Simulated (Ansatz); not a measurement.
System: AlN.

```
Al N
1.0
     8.06633    0.00000    0.00000
     0.00000    2.85195    0.00000
     0.00000    0.00000    2.85193
Al N
4 4
Direct
  0.87500 0.25000 0.25000
  0.12500 0.75000 0.75000
  0.62500 0.75000 0.75000
  0.37500 0.25000 0.25000
  0.62500 0.25000 0.25000
  0.37500 0.75000 0.75000
  0.87500 0.75000 0.75000
  0.12500 0.25000 0.25000
```

Space group Fm-3m; a structure from a database of computed crystals, not necessarily the ambient phase; started from the GeS-62 prototype, which need not be the ambient phase.

Method: DFT, r2SCAN+rVV10, plane waves, PAW (Ansatz).

What can the converged valence pseudo-density and electron localisation function tell about the bonding?

Al–N (2.02 Å): ρ is about 0.54 e/Å³ halfway; the ELF peaks at about 0.85 in the valence shell of N, 0.8 Å from its nucleus, and is about 0.80 at the midpoint.

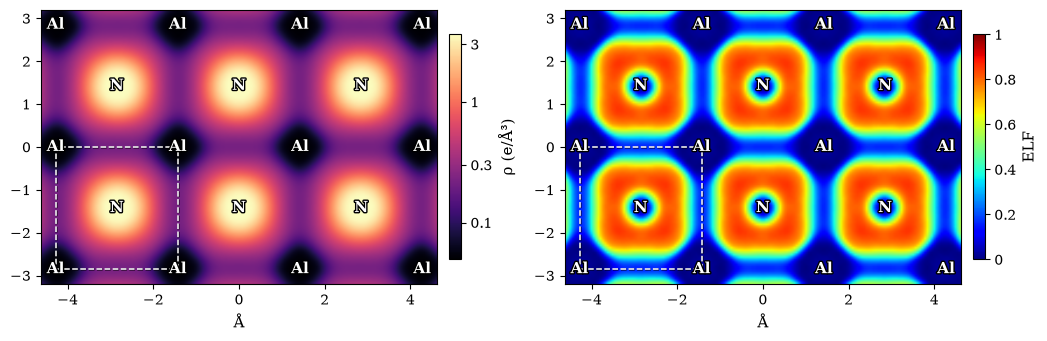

Computed valence pseudo-density and electron localisation function on the (100) plane of the calculation cell, in this order. 

In a PAW calculation such maps are meaningful between the atoms, not at the nuclei.
